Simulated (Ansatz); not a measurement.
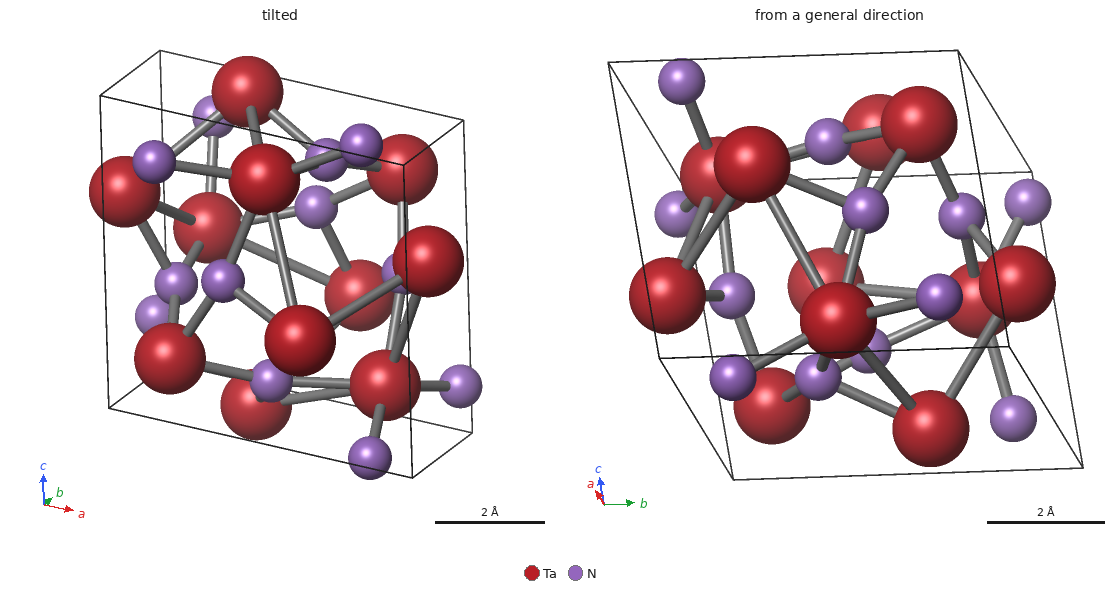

This ball-and-stick model is shown slightly off an axis and from a general direction. The box is the supercell; atoms on or close to its faces, edges and corners are drawn wherever they repeat. The host is TaN, in a cell of 18 sites, and the cell is neutral.

What kind of defect was put in?

A tantalum vacancy. Around the empty site lie six N at about 2.2 Å.

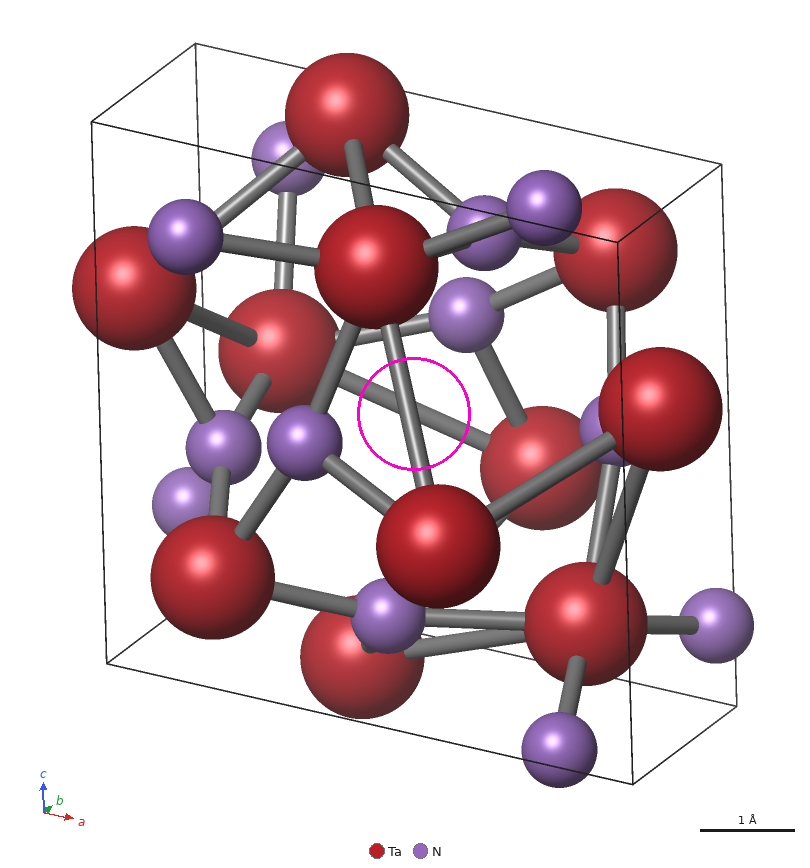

The same cell with a ring at the defect's site.

The atoms were relaxed in the host's cell with DFT PBE, scalar-relativistic, plane waves, PAW in Ansatz.
